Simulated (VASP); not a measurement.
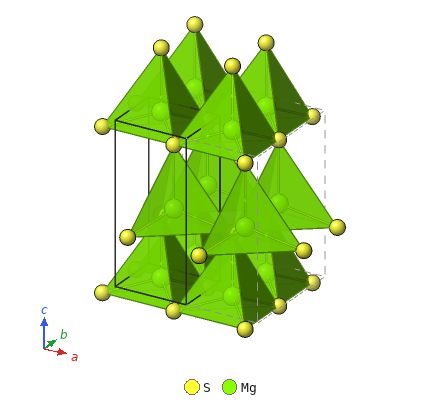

Polyhedra are drawn about Mg (bonds: Mg–S below 2.8 Å); other atoms are plain spheres.

MgS (space group P6_3mc, No. 186). Coordinates: a cell listed in the Materials Project, as set up for an electronic-structure calculation.

Q: What figure surrounds each Mg atom, and what does it share with the other drawn polyhedra?

A: Mg: MgS4 tetrahedron, sharing corners with twelve neighbours.

Q: How do these polyhedra hang together as a whole?

A: They form a three-dimensional framework of corner-sharing tetrahedra.
